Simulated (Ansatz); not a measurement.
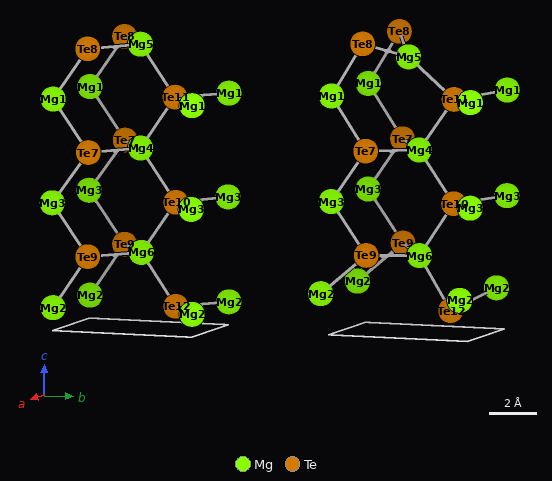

Two geometries of a slab of composition Mg₆Te₆, drawn at one scale. One is the start of a relaxation, the other its converged end. The picture is a ball-and-stick view of the cell of the calculation, outlined in the plane, without the vacuum, seen slightly off an axis.

Computed with DFT, PBEsol, PAW, plane waves in Ansatz 0.2.0. Set-up: plane-wave cutoff 420 eV; k-point mesh 6 × 4 × 1; no spin polarisation; atoms relaxed in a fixed cell; force threshold 0.03 eV/Å; at most 80 steps.

Question: Which one is relaxed?

Answer: The right one is the relaxed one. Mg2 moves most relative to the layer's centre: 0.71 Å at 32° to the normal (+c side). Largest moves by element: Mg 0.71 Å, Te 0.22 Å. The lattice vectors keep their values. Some distances before and after: Mg2–Te12 2.815 → 2.724 Å, Mg2–Te9 2.826 → 2.749 Å, Mg6–Te10 2.770 → 2.827 Å, Mg4–Te7 2.744 → 2.800 Å. Bond angles that change, for instance: Mg1–Te8–Mg5 109.8° → 90.0°, Mg1–Te8–Mg5 109.2° → 90.1°, Mg4–Te11–Mg5 110.4° → 94.7°. The energy falls by 0.763 eV per cell of the calculation in 5 geometry steps. The largest force component goes from 0.75 to 0.017 eV/Å. The run took 4.4 s on 1 × NVIDIA GB200 with 8 threads of Arm Neoverse-V2, peak memory 1.9 GiB.
